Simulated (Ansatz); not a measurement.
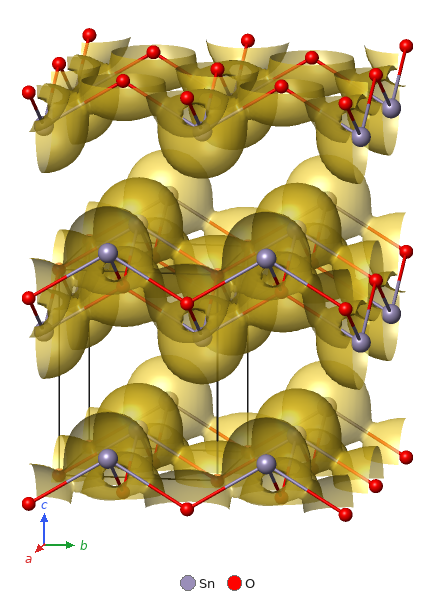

The picture shows: SnO. Isosurface of the valence electron density at 0.4 e/Å³ (yellow), seen slightly off an axis. Sticks mark near contacts.

Space group P4/nmm; a structure from a database of computed crystals, not necessarily the ambient phase.

Level of theory: DFT r2SCAN, scalar-relativistic, plane waves, PAW (Ansatz 0.2.0).

Question: How is the density connected at this value?

Answer: At this value the density is joined into sheets; it holds about 80 % of the electrons treated as valence (semicore included). It bridges the sampled Sn–O (2.22 Å) contacts, where the density stays above the isovalue. On the grid the lowest density along these lines, outside the cores, is 0.47 e/Å³ (Sn–O, 2.22 Å).

Question: Metal or insulator at this level of theory?

Answer: It is gapped, with a Kohn–Sham gap of 0.36 eV on the k-point mesh (the band edges may lie off the mesh, which would make the gap smaller).
